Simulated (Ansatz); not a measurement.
## Single-point calculation, with input and output: CuO (part 2 of 2)

CuO (Cccm, 16 atoms in the cell); DFT PBE+U, scalar-relativistic, plane waves, PAW, Ueff = 4 eV on Cu d, spin-polarised (Ansatz 0.2.0); cutoff 420 eV, 4×6×4 k-mesh, Gaussian smearing of 0.05 eV, collinear spins. The structure derives from an entry of the Crystallography Open Database.

Log, continued
```
  k-point 2 ↑: bands = ["-102.6458", "-102.6457", "-102.6453", "-102.6452", "-101.9188", "-101.9186", "-101.9182", "-101.9180", "-60.2941", "-60.2926", "-60.2896", "-60.2887", "-60.2727", "-60.2720", "-60.2716", "-60.2713", "-59.4512", "-59.4506", "-59.4469", "-59.4468", "-59.3679", "-59.3667", "-59.3621", "-59.3621", "-59.3536", "-59.3514", "-59.3514", "-59.3510", "-59.1858", "-59.1853", "-59.1814", "-59.1813", "-8.8508", "-8.6789", "-8.1445", "-8.0906", "-7.8738", "-7.8369", "-7.8257", "-7.5168", "2.6932", "2.8848", "3.4027", "3.4802", "3.6528", "3.6701", "3.8957", "3.9081", "3.9180", "3.9501", "4.4471", "4.8107", "4.8181", "4.8970", "4.9636", "4.9743", "5.0446", "5.0739", "5.1536", "5.2334", "5.3416", "5.4904", "5.5098", "5.5246", "5.5249", "5.6869", "5.7534", "5.7822", "5.8065", "5.8399", "5.9256", "5.9559", "5.9598", "6.0313", "6.0447", "6.1849", "6.3583", "6.4248", "6.6048", "6.7512", "6.8133", "6.9008", "6.9726", "6.9727", "7.1341", "7.2371", "7.2398", "7.2463", "7.3400", "7.5637", "7.6235", "7.7841", "7.8797", "7.9023", "7.9402", "7.9591", "8.1075", "9.1094", "9.3889", "9.6791", "10.3381", "11.0023", "11.0073", "11.3599", "13.2552", "13.3669", "14.0511", "14.1426", "15.5984", "15.7247", "15.7907", "15.8321", "19.4141", "19.4246", "20.2302", "20.3184", "21.1109", "21.1874", "21.1959", "21.1990", "22.0196", "22.0635", "22.7805", "22.7916", "23.1885"]
  k-point 39 ↓: bands = ["-102.6459", "-102.6459", "-102.6456", "-102.6456", "-101.9187", "-101.9187", "-101.9187", "-101.9187", "-60.2937", "-60.2937", "-60.2889", "-60.2889", "-60.2721", "-60.2721", "-60.2717", "-60.2717", "-59.4513", "-59.4513", "-59.4465", "-59.4465", "-59.3677", "-59.3677", "-59.3618", "-59.3618", "-59.3520", "-59.3520", "-59.3517", "-59.3517", "-59.1860", "-59.1860", "-59.1810", "-59.1810", "-8.5157", "-8.5157", "-8.1691", "-8.1691", "-8.0779", "-8.0779", "-7.6076", "-7.6076", "3.1725", "3.1725", "3.3605", "3.3605", "3.3743", "3.3743", "3.5618", "3.5618", "4.2864", "4.2864", "4.6034", "4.6034", "4.6079", "4.6079", "4.9124", "4.9124", "4.9313", "4.9313", "5.0300", "5.0300", "5.2979", "5.2979", "5.4622", "5.4622", "5.5642", "5.5642", "5.7836", "5.7836", "5.8638", "5.8638", "5.9223", "5.9223", "6.1092", "6.1092", "6.1217", "6.1217", "6.3581", "6.3581", "6.4058", "6.4058", "6.5317", "6.5317", "7.1374", "7.1374", "7.2215", "7.2215", "7.4161", "7.4161", "7.4955", "7.4955", "7.6871", "7.6871", "7.7193", "7.7193", "8.3717", "8.3717", "9.0927", "9.0927", "9.1243", "9.1243", "10.9093", "10.9093", "11.1025", "11.1025", "14.0827", "14.0827", "15.2311", "15.2311", "15.2321", "15.2321", "16.2505", "16.2505", "16.7689", "16.7689", "21.3305", "21.3305", "21.7023", "21.7023", "21.7036", "21.7036", "22.4197", "22.4197", "22.5048", "22.5048", "22.5458"]
Occupation matrices written to [file]
--- Löwdin populations: 16 sites ---
  site symbol       q [e]    m [muB]
     0     Cu     17.9797     0.4823
     1     Cu     17.9797    -0.4823
     2      O      6.9100     0.1945
     3      O      6.9100    -0.1945
     4     Cu     17.9797     0.4823
     5     Cu     17.9797     0.4823
     6      O      6.9100     0.1945
     7      O      6.9100     0.1945
     8     Cu     17.9797    -0.4823
     9     Cu     17.9797     0.4823
    10      O      6.9100    -0.1945
    11      O      6.9100     0.1945
    12     Cu     17.9797    -0.4823
    13     Cu     17.9797    -0.4823
    14      O      6.9100    -0.1945
    15      O      6.9100    -0.1945
  spilling = 0.004410 (of n_electrons = 200.000000)
--- Occupation matrices: 8 shells (run DFT+U table (all-electron-ortho-atomic); ε = 1.66e-2) ---
  Cu0 d_3D: site group Ci (-1)
  Cu0 d_3D up     Tr n = 4.9454  λ = 0.976 0.980 0.995 0.996 0.997  [5× z2 0.20 Ag(1.00)]
  Cu0 d_3D dn     Tr n = 4.4466  λ = 0.486 0.972 0.995 0.996 0.998  [yz 0.49 Ag(1.00) | xy 0.86 Ag(1.00) | 3× x2-y2 0.33 Ag(1.00)]
  Cu1 d_3D: site group Ci (-1)
  Cu1 d_3D up     Tr n = 4.4466  λ = 0.486 0.972 0.995 0.996 0.998  [yz 0.49 Ag(1.00) | xy 0.86 Ag(1.00) | 3× x2-y2 0.33 Ag(1.00)]
  Cu1 d_3D dn     Tr n = 4.9454  λ = 0.976 0.980 0.995 0.996 0.997  [5× z2 0.20 Ag(1.00)]
  Cu4 d_3D: site group Ci (-1)
  Cu4 d_3D up     Tr n = 4.9454  λ = 0.976 0.980 0.995 0.996 0.997  [5× z2 0.20 Ag(1.00)]
  Cu4 d_3D dn     Tr n = 4.4466  λ = 0.486 0.972 0.995 0.996 0.998  [yz 0.49 Ag(1.00) | xy 0.86 Ag(1.00) | 3× x2-y2 0.33 Ag(1.00)]
  Cu5 d_3D: site group Ci (-1)
  Cu5 d_3D up     Tr n = 4.9454  λ = 0.976 0.980 0.995 0.996 0.997  [5× z2 0.20 Ag(1.00)]
  Cu5 d_3D dn     Tr n = 4.4466  λ = 0.486 0.972 0.995 0.996 0.998  [yz 0.49 Ag(1.00) | xy 0.86 Ag(1.00) | 3× x2-y2 0.33 Ag(1.00)]
  Cu8 d_3D: site group Ci (-1)
  Cu8 d_3D up     Tr n = 4.4466  λ = 0.486 0.972 0.995 0.996 0.998  [yz 0.49 Ag(1.00) | xy 0.86 Ag(1.00) | 3× x2-y2 0.33 Ag(1.00)]
  Cu8 d_3D dn     Tr n = 4.9454  λ = 0.976 0.980 0.995 0.996 0.997  [5× z2 0.20 Ag(1.00)]
  Cu9 d_3D: site group Ci (-1)
  Cu9 d_3D up     Tr n = 4.9454  λ = 0.976 0.980 0.995 0.996 0.997  [5× z2 0.20 Ag(1.00)]
  Cu9 d_3D dn     Tr n = 4.4466  λ = 0.486 0.972 0.995 0.996 0.998  [yz 0.49 Ag(1.00) | xy 0.86 Ag(1.00) | 3× x2-y2 0.33 Ag(1.00)]
  Cu12 d_3D: site group Ci (-1)
  Cu12 d_3D up     Tr n = 4.4466  λ = 0.486 0.972 0.995 0.996 0.998  [yz 0.49 Ag(1.00) | xy 0.86 Ag(1.00) | 3× x2-y2 0.33 Ag(1.00)]
  Cu12 d_3D dn     Tr n = 4.9454  λ = 0.976 0.980 0.995 0.996 0.997  [5× z2 0.20 Ag(1.00)]
  Cu13 d_3D: site group Ci (-1)
  Cu13 d_3D up     Tr n = 4.4466  λ = 0.486 0.972 0.995 0.996 0.998  [yz 0.49 Ag(1.00) | xy 0.86 Ag(1.00) | 3× x2-y2 0.33 Ag(1.00)]
  Cu13 d_3D dn     Tr n = 4.9454  λ = 0.976 0.980 0.995 0.996 0.997  [5× z2 0.20 Ag(1.00)]
  Tr n, λ and their labels are of the run-group-symmetrised matrices; stabiliser: 8 of 32 elements of G0×{1,Θ} (closed), max defect 1.6e-6 at τ = 3.5e-3
```

File populations.tsv
```
# site	symbol	l	j	q_up	q_dn
# orbitals = lowdin
# n_electrons = 200.000000
# spilling = 0.004410
# projection_atom_Cu: [Ne] 3s2 3p6 3d10 4s1
# projection_atom_O: [He] 2s2 2p4
0	Cu	0_3S	-	0.998828	0.998830
0	Cu	0_4S	-	0.285646	0.296702
0	Cu	1_3P	-	2.999289	2.999351
0	Cu	2_3D	-	4.947233	4.453840
1	Cu	0_3S	-	0.998830	0.998828
1	Cu	0_4S	-	0.296702	0.285646
1	Cu	1_3P	-	2.999351	2.999289
1	Cu	2_3D	-	4.453839	4.947233
2	O	0_2S	-	0.929121	0.915902
2	O	1_2P	-	2.623123	2.441877
3	O	0_2S	-	0.915902	0.929121
3	O	1_2P	-	2.441877	2.623123
4	Cu	0_3S	-	0.998828	0.998830
4	Cu	0_4S	-	0.285646	0.296702
4	Cu	1_3P	-	2.999289	2.999351
4	Cu	2_3D	-	4.947233	4.453841
5	Cu	0_3S	-	0.998828	0.998830
5	Cu	0_4S	-	0.285646	0.296702
5	Cu	1_3P	-	2.999289	2.999351
5	Cu	2_3D	-	4.947233	4.453840
6	O	0_2S	-	0.929121	0.915902
6	O	1_2P	-	2.623123	2.441877
7	O	0_2S	-	0.929121	0.915902
7	O	1_2P	-	2.623123	2.441877
8	Cu	0_3S	-	0.998830	0.998828
8	Cu	0_4S	-	0.296702	0.285646
8	Cu	1_3P	-	2.999351	2.999289
8	Cu	2_3D	-	4.453841	4.947233
9	Cu	0_3S	-	0.998828	0.998830
9	Cu	0_4S	-	0.285646	0.296702
9	Cu	1_3P	-	2.999289	2.999351
9	Cu	2_3D	-	4.947233	4.453841
10	O	0_2S	-	0.915902	0.929121
10	O	1_2P	-	2.441877	2.623123
11	O	0_2S	-	0.929121	0.915902
11	O	1_2P	-	2.623123	2.441877
12	Cu	0_3S	-	0.998830	0.998828
12	Cu	0_4S	-	0.296702	0.285646
12	Cu	1_3P	-	2.999351	2.999289
12	Cu	2_3D	-	4.453839	4.947233
13	Cu	0_3S	-	0.998830	0.998828
13	Cu	0_4S	-	0.296702	0.285646
13	Cu	1_3P	-	2.999351	2.999289
13	Cu	2_3D	-	4.453841	4.947233
14	O	0_2S	-	0.915902	0.929121
14	O	1_2P	-	2.441877	2.623123
15	O	0_2S	-	0.915902	0.929121
15	O	1_2P	-	2.441877	2.623123
```

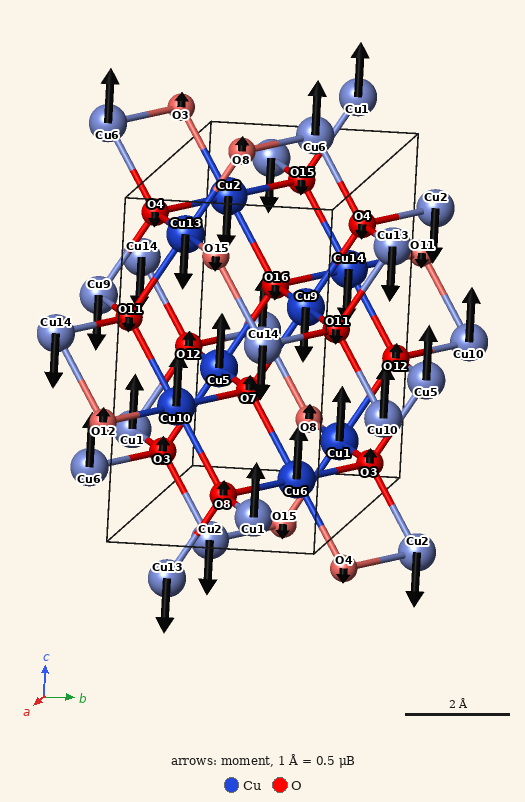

*Magnetic moments of the sites as black arrows (ball-and-stick view of the cell of the calculation, seen slightly off an axis; neighbours outside the cell are drawn fainter; atoms are numbered from 1 in the order of the input); small moments hardly show. The run is collinear, so the axis drawn is arbitrary.*

Site moments: Cu2, Cu13 (−0.54 μB); Cu1, Cu5, Cu6, Cu10 (0.54 μB); Cu9, Cu14 (−0.54 μB); O3, O7, O8, O12 (0.15 μB); O4, O11, O15, O16 (−0.15 μB). They are counted near the atoms and needn't add up to the moment of the cell.

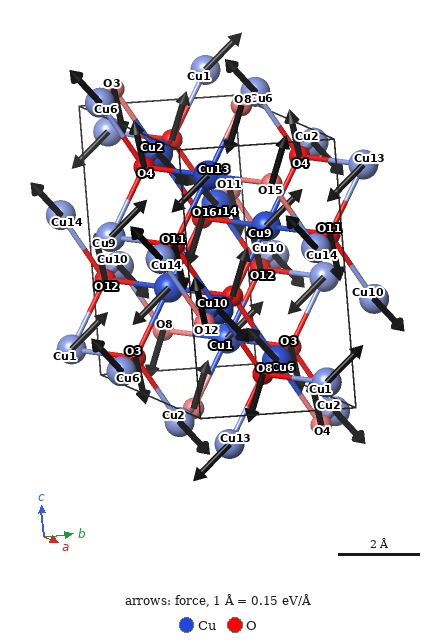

*Forces on the atoms as black arrows (ball-and-stick view of the cell of the calculation, seen slightly off an axis; neighbours outside the cell are drawn fainter; atoms are numbered from 1 in the order of the input).*

The largest act on all 8 Cu atoms (0.19 eV/Å); all 8 O atoms (0.19 eV/Å). The geometry is not a stationary point of this energy.

The run was set up as follows.

Input
```yaml
crystal:
  lattice:
    - [3.7619277448, 0.0, 5.5321650474]
    - [0.0, -4.1521210669, 0.0]
    - [4.5869090652, 0.0, -4.8710264531]
  atoms:
    - { symbol: Cu, position: [0.125, -0.25, 0.125], spin: 1.0 }
    - { symbol: Cu, position: [0.375, 0.25, -0.125], spin: 1.0 }
    - { symbol: O, position: [0.375, 3.5267e-05, 0.125] }
    - { symbol: O, position: [0.625, -3.5267e-05, -0.125] }
    - { symbol: Cu, position: [0.375, 0.25, 0.375], spin: 1.0 }
    - { symbol: Cu, position: [0.625, 0.75, 0.125], spin: 1.0 }
    - { symbol: O, position: [0.625, 0.500035267, 0.375] }
    - { symbol: O, position: [0.875, 0.499964733, 0.125] }
    - { symbol: Cu, position: [0.625, -0.25, 0.625], spin: 1.0 }
    - { symbol: Cu, position: [0.875, 0.25, 0.375], spin: 1.0 }
    - { symbol: O, position: [0.875, 3.5267e-05, 0.625] }
    - { symbol: O, position: [1.125, -3.5267e-05, 0.375] }
    - { symbol: Cu, position: [0.875, 0.25, 0.875], spin: 1.0 }
    - { symbol: Cu, position: [1.125, 0.75, 0.625], spin: 1.0 }
    - { symbol: O, position: [1.125, 0.500035267, 0.875] }
    - { symbol: O, position: [1.375, 0.499964733, 0.625] }
basis:
  ecutwfc: 420
  ecutrho_ratio: 4
kpoints:
  mp_grid: { grid: [4, 6, 4] }
hamiltonian:
  xc: pbe
  hubbard: { sites: [{ species: Cu, l: d, u_eff: 4.0 }] }
scf:
  occupations: { method: gaussian, width: 0.05 }
  lower_state_search: "off"
output:
  forces: true
  stress: true
  eigenvalues: true
  populations: true
  hubbard: { sites: [{ species: Cu, l: d }] }
magnetization:
  spin_polarized: true
checkpoint:
  read: start.run
  write: ck
  compress: false
  write_wavefunctions: false
  write_every: 100000
```

Run as:
```bash
ansatz run input.yaml --threads 8 --pin off --max-ram 22528MiB --backend cpu --events-out ev --progress --plain --runs-dir out
```

Summary

```json
{"quantity": "outcome", "value": "converged"}
{"quantity": "space group (tolerance 0.01 Å)", "value": "Cccm (66)"}
{"quantity": "electrons treated", "value": "200"}
{"quantity": "free energy", "value": "−57524.0469 eV"}
{"quantity": "Fermi energy", "value": "9.964 eV"}
{"quantity": "gap on the k-point mesh", "value": "0.32 eV"}
{"quantity": "net moment of the cell", "value": "0.00 μB"}
{"quantity": "integrated absolute moment", "value": "6.16 μB"}
{"quantity": "pressure", "value": "−0.39 GPa"}
{"quantity": "largest force (length of the vector)", "value": "0.195 eV/Å"}
{"quantity": "hardware", "value": "8 threads of Arm Neoverse V2, 24 GiB of memory available, shared host"}
{"quantity": "wall time", "value": "28 s (CPU time 3.6 min)"}
{"quantity": "peak memory", "value": "2.1 GiB"}
```

Remarks

Warnings of the run: some starting moments were not kept; the state was not tested for a lower one.
